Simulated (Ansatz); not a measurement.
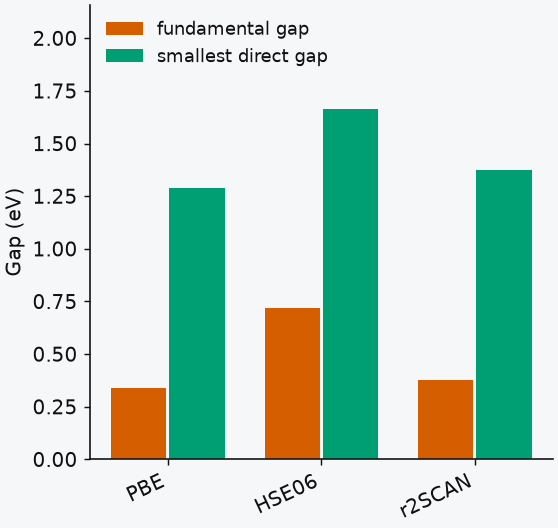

Gaps of MoS2, space group P6_3/mmc (No. 194), 6 atoms in the cell, epitaxial (xy) strain +3.6%, at several levels of theory on one cell (Ansatz, plane waves and PAW; edges over the mesh and the special points).

Q: How does the gap depend on the level, and does its kind change?

A: In rising order: PBE 0.34 eV, r2SCAN 0.38 eV and HSE06 0.72 eV. It is indirect at every level.
